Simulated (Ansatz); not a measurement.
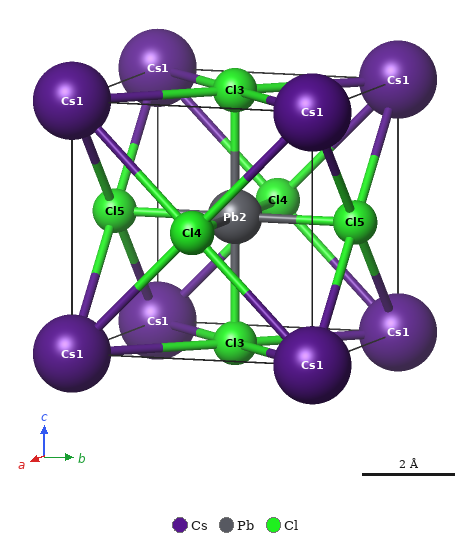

**Figure 1.** The structure as given in the input (ball-and-stick view of the cell of the calculation, seen slightly off an axis; atoms are numbered from 1 in the order of the input).

## CsPbCl3: a changed input and its effect

System: CsPbCl3 (5 atoms in the cell).
Method of run A: DFT with PBEsol, PAW plane waves, no spin polarisation (Ansatz 0.2.0).

The structure derives from an entry of the Crystallography Open Database. Text and figures count atoms from 1; the logs count them from 0 in places.

Input file, run A:
```yaml
crystal:
  lattice:
    - [5.577327, 0.0, 0.0]
    - [0.0, 5.577327, 0.0]
    - [0.0, 0.0, 5.577327]
  atoms:
    - { symbol: Cs, position: [0.0, 0.0, 0.0] }
    - { symbol: Pb, position: [0.5, 0.5, 0.5] }
    - { symbol: Cl, position: [0.5, 0.5, 0.0] }
    - { symbol: Cl, position: [0.0, 0.5, 0.5] }
    - { symbol: Cl, position: [0.5, 0.0, 0.5] }
  symmetry: { tolerance: 0.0003 }
kpoints:
  mp_grid: { grid: [3, 3, 3], shift: [0, 0, 0] }
magnetization:
  spin_polarized: false
scf:
  occupations: { method: fermi_dirac }
hamiltonian:
  pseudopotentials: { kind: paw }
  xc: pbesol
basis:
  ecutwfc: 420
output:
  forces: true
  stress: true
  eigenvalues: true
relax:
  max_steps: 40
  cell: {}
```

Command:
```bash
ansatz run input.yaml --threads 1 --pin off --max-ram 2560MiB --backend cpu --events-out ev --progress --plain --runs-dir out
```

Hardware: 1 thread of Arm Neoverse V1, 24 GiB of memory available, shared host.

Output, shortened to warnings, some set-up lines, iterations and results (run A):
```
Basis set: ecut = 420 eV, 3407 PW (Γ), exchange–correlation on 80×80×80 points (8 copies of the dense FFT grid, shifted against one another)
Symmetry: 48 space group operations
k-points: 4 of 27
Initial density: superposition of atomic densities (neutral atoms: chi_scale 0, normalization atom), corrected by the library's trained network
[...]
SCF iter   1: F=—  HF=-20530.738198 eV  |F-HF|=—  |Δ(HF+E_count)|=         —  Δρ=4.13e-3  dr2=4.42e-2  ethr=1.77e-3  ⟨swp⟩=6.5  Hψ=539  notcnv=0
SCF iter   2: F=—  HF=-20530.724603 eV  |F-HF|=—  |Δ(HF+E_count)|=   1.36e-2  Δρ=1.31e-3  dr2=3.25e-3  ethr=1.00e-4  ⟨swp⟩=2.0  Hψ=174  notcnv=0
SCF iter   3: F=—  HF=-20530.724022 eV  |F-HF|=—  |Δ(HF+E_count)|=   5.81e-4  Δρ=4.61e-4  dr2=2.72e-4  ethr=7.38e-6  ⟨swp⟩=2.2  Hψ=199  notcnv=0
SCF iter   4: F=—  HF=-20530.724100 eV  |F-HF|=—  |Δ(HF+E_count)|=   7.78e-5  Δρ=8.22e-5  dr2=1.26e-5  ethr=6.19e-7  ⟨swp⟩=2.0  Hψ=154  notcnv=0
SCF iter   5: F=—  HF=-20530.724118 eV  |F-HF|=—  |Δ(HF+E_count)|=   1.78e-5  Δρ=2.03e-5  dr2=5.32e-7  ethr=2.86e-8  ⟨swp⟩=2.2  Hψ=200  notcnv=0
[... 17 lines ...]
SCF iter   2: F=—  HF=-20530.725598 eV  |F-HF|=—  |Δ(HF+E_count)|=   9.42e-6  Δρ=3.15e-6  dr2=2.70e-9  ethr=3.11e-11  ⟨swp⟩=3.5  Hψ=276  notcnv=0
SCF iter   3: F=—  HF=-20530.725598 eV  |F-HF|=—  |Δ(HF+E_count)|=   4.06e-8  Δρ=6.02e-7  dr2=1.29e-10  ethr=6.13e-12  ⟨swp⟩=2.2  Hψ=179  notcnv=0
SCF iter   4: F=-20530.725598 eV  HF=-20530.725598 eV  |F-HF|=3.64e-12  |Δ(HF+E_count)|=   1.36e-9  Δρ=5.38e-8  dr2=3.17e-12  ethr=1.00e-12  ⟨swp⟩=6.5  Hψ=480  notcnv=0
SCF 4 converged in 4 iterations: F = -20530.725598 eV  dr2 = 3.17e-12
relax step   4: F+E_penalty+E_count = -20530.72559793 eV  Δ(F+E_penalty+E_count) = -4.870e-5 eV  max|allowed force component| = 2.756e-29 eV/Å  Δτ_max = 0.0000 Å  P = +0.002 …
basis re-selected at this cell: Δ(F+E_penalty+E_count) = -4.870e-5 eV, ΔP = +0.000 GPa vs the last step (what re-selecting the basis moved, of the pressure what is left beyond the Pulay correction that the steps carried, after the strain that the cell walked since its last selection, with what the …
SCF converged after 4 iterations
Free energy (F): -20530.725598 eV
Harris-Foulkes:  -20530.725598 eV  (|F-HF|=3.64e-12)
Internal energy: -20530.725598 eV  (E = F + TS)
E sigma→0 (E₀):  -20530.725598 eV
Fermi energy:    4.814214 eV
--- Per-component energies (eV) ---
  E_band       = -236.078683
  E_kinetic    = 911.388383
  E_local      = -2663.803288  (includes V_loc(G=0)·N_el)
  E_nonlocal   = 470.230206
  E_hartree    = 1006.674752
  E_xc         = -710.369385
  E_vxc        = -623.577876  (∫ρ·V_xc dr)
  E_paw        = -17161.433479  (= ΣΔE_a)
  E_vpaw       = -343.665919  (= ΣTr[D̂ρ^β])
  E_aug_tail   = 0.000329  (compensation charges beyond the density's cutoff)
  E_ewald      = -2383.854689
  E_core_change = 0.441573  (= ΣΔE_core)
  E_smearing   = -0.000000  (= −TS)
  E_closure    = 0.000000  (closes the sum)
  Σ components = -20530.725598   (vs F -20530.725598, Δ=0.00e0)
--- Forces (eV/Å), atoms counted from 1 ---
  atom   1  Cs     0.00000000    -0.00000000    -0.00000000
  atom   2  Pb     0.00000000    -0.00000000    -0.00000000
  atom   3  Cl    -0.00000000    -0.00000000     0.00000000
  atom   4  Cl    -0.00000000    -0.00000000    -0.00000000
  atom   5  Cl     0.00000000    -0.00000000    -0.00000000
  max |Σ_I F_I| component: 3.05e-29 eV/Å
--- Stress (GPa, compression-positive) ---
        0.002282       0.000000       0.000000
        0.000000       0.002282       0.000000
        0.000000       0.000000       0.002282
  P = ⅓ Tr σ = 0.0023 GPa (0.023 kbar)
--- Relaxed structure (3 steps of the walk, 3 accepted, 1 SCFs on fresh bases) ---
  F+E_penalty+E_count = -20530.72559793 eV   max|allowed force component| = 2.756e-29 eV/Å   (the final SCF, on the basis selected at the relaxed cell)
  cell:  # Å, volume = 175.2780 Å³
    - [5.59640533374721, 3.861890773901488e-34, 2.407412430484045e-34]
    - [1.293984181385174e-34, 5.59640533374721, -1.6049416203226965e-35]
    - [4.81482486096809e-35, -1.6049416203226965e-35, 5.59640533374721]
  atoms:
[...]
```

The input of run B differs as follows (lines with − go, lines with + come):
```diff
-  mp_grid: { grid: [3, 3, 3], shift: [0, 0, 0] }
+  mp_grid: { grid: [4, 4, 4], shift: [0, 0, 0] }
+  ecutrho_ratio: 6
```

How does run B compare with run A?

The free energy of run B is 24.8 meV per atom higher, the joint effect of these numerical settings, which can't be told apart here. The volume per atom goes from 35.06 to 35.59 Å³. The SCF takes 20 iterations over all geometry steps against 19. The irreducible k-points go from 4 to 10. On the same kind of shared host run B took about 2 times as long.

Output, shortened to warnings, some set-up lines, iterations and results (run B):
```
Basis set: ecut = 420 eV, 3407 PW (Γ), exchange–correlation on 96×96×96 points (8 copies of the dense FFT grid, shifted against one another)
Symmetry: 48 space group operations
k-points: 10 of 64
Initial density: superposition of atomic densities (neutral atoms: chi_scale 0, normalization atom), corrected by the library's trained network
[...]
SCF iter   1: F=—  HF=-20530.600151 eV  |F-HF|=—  |Δ(HF+E_count)|=         —  Δρ=2.94e-3  dr2=2.35e-2  ethr=1.77e-3  ⟨swp⟩=7.0  Hψ=1354  notcnv=0
SCF iter   2: F=—  HF=-20530.592255 eV  |F-HF|=—  |Δ(HF+E_count)|=   7.90e-3  Δρ=1.02e-3  dr2=2.03e-3  ethr=5.34e-5  ⟨swp⟩=2.0  Hψ=473  notcnv=0
SCF iter   3: F=—  HF=-20530.591942 eV  |F-HF|=—  |Δ(HF+E_count)|=   3.13e-4  Δρ=3.24e-4  dr2=1.53e-4  ethr=4.62e-6  ⟨swp⟩=2.0  Hψ=454  notcnv=0
SCF iter   4: F=—  HF=-20530.592000 eV  |F-HF|=—  |Δ(HF+E_count)|=   5.81e-5  Δρ=9.39e-5  dr2=1.68e-5  ethr=3.48e-7  ⟨swp⟩=2.1  Hψ=485  notcnv=0
SCF iter   5: F=—  HF=-20530.592020 eV  |F-HF|=—  |Δ(HF+E_count)|=   1.91e-5  Δρ=1.63e-5  dr2=5.31e-7  ethr=3.82e-8  ⟨swp⟩=2.0  Hψ=384  notcnv=0
[... 18 lines ...]
SCF iter   2: F=—  HF=-20530.601397 eV  |F-HF|=—  |Δ(HF+E_count)|=   1.83e-5  Δρ=9.37e-6  dr2=1.94e-8  ethr=2.05e-10  ⟨swp⟩=2.7  Hψ=548  notcnv=0
SCF iter   3: F=—  HF=-20530.601399 eV  |F-HF|=—  |Δ(HF+E_count)|=   1.67e-6  Δρ=1.26e-6  dr2=4.81e-10  ethr=4.40e-11  ⟨swp⟩=2.0  Hψ=453  notcnv=0
SCF iter   4: F=-20530.601399 eV  HF=-20530.601399 eV  |F-HF|=1.46e-11  |Δ(HF+E_count)|=   2.52e-8  Δρ=9.76e-8  dr2=1.29e-11  ethr=1.00e-12  ⟨swp⟩=7.5  Hψ=1302  notcnv=0
SCF 4 converged in 4 iterations: F = -20530.601399 eV  dr2 = 1.29e-11
relax step   4: F+E_penalty+E_count = -20530.60139887 eV  Δ(F+E_penalty+E_count) = -1.335e-4 eV  max|allowed force component| = 1.066e-29 eV/Å  Δτ_max = 0.0000 Å  P = +0.010 …
basis re-selected at this cell: Δ(F+E_penalty+E_count) = -1.335e-4 eV, ΔP = +0.000 GPa vs the last step (what re-selecting the basis moved, of the pressure what is left beyond the Pulay correction that the steps carried, after the strain that the cell walked since its last selection, with what the …
SCF converged after 4 iterations
Free energy (F): -20530.601399 eV
Harris-Foulkes:  -20530.601399 eV  (|F-HF|=1.46e-11)
Internal energy: -20530.601386 eV  (E = F + TS)
E sigma→0 (E₀):  -20530.601392 eV
Entropy (-TS):   -0.000013 eV (-0.003 meV/atom)
Fermi energy:    4.721856 eV
--- Per-component energies (eV) ---
  E_band       = -241.466026
  E_kinetic    = 911.156196
  E_local      = -2681.750453  (includes V_loc(G=0)·N_el)
  E_nonlocal   = 470.216661
  E_hartree    = 1012.717274
  E_xc         = -710.311987
  E_vxc        = -623.458850  (∫ρ·V_xc dr)
  E_paw        = -17161.107967  (= ΣΔE_a)
  E_vpaw       = -343.064210  (= ΣTr[D̂ρ^β])
  E_aug_tail   = 0.000049  (compensation charges beyond the density's cutoff)
  E_ewald      = -2371.962731
  E_core_change = 0.441573  (= ΣΔE_core)
  E_smearing   = -0.000013  (= −TS)
  E_closure    = 0.000000  (closes the sum)
  Σ components = -20530.601399   (vs F -20530.601399, Δ=0.00e0)
--- Forces (eV/Å), atoms counted from 1 ---
  atom   1  Cs     0.00000000    -0.00000000    -0.00000000
  atom   2  Pb     0.00000000     0.00000000    -0.00000000
  atom   3  Cl    -0.00000000     0.00000000    -0.00000000
  atom   4  Cl     0.00000000    -0.00000000    -0.00000000
  atom   5  Cl    -0.00000000    -0.00000000    -0.00000000
  max |Σ_I F_I| component: 9.80e-30 eV/Å
--- Stress (GPa, compression-positive) ---
        0.010173      -0.000000       0.000000
       -0.000000       0.010173      -0.000000
        0.000000      -0.000000       0.010173
  P = ⅓ Tr σ = 0.0102 GPa (0.102 kbar)
--- Relaxed structure (3 steps of the walk, 3 accepted, 1 SCFs on fresh bases) ---
  F+E_penalty+E_count = -20530.60139887 eV   max|allowed force component| = 1.066e-29 eV/Å   (the final SCF, on the basis selected at the relaxed cell)
  cell:  # Å, volume = 177.9276 Å³
    - [5.624463201301222, -1.7253122418468989e-34, 1.2839532962581572e-34]
    - [-1.7253122418468989e-34, 5.624463201301222, -1.6049416203226965e-35]
    - [1.2839532962581572e-34, -1.6049416203226965e-35, 5.624463201301222]
  atoms:
[...]
```

The two runs side by side:

| quantity | run A | run B |
| --- | --- | --- |
| outcome | converged | converged |
| free energy per atom (eV) | −4106.1451 | −4106.1203 |
| gap on the mesh (eV) | 4.18 | – |
| pressure (GPa) | 0.00 | 0.01 |
| volume per atom (Å³) | 35.06 | 35.59 |
| largest force (eV/Å) | 0.000 | 0.000 |
| SCF iterations | 19 | 20 |
| irreducible k-points | 4 | 10 |
| wall time (shared host) | 7.7 s | 16 s |

For both runs: Spin–orbit coupling is left out, which matters for Pb.
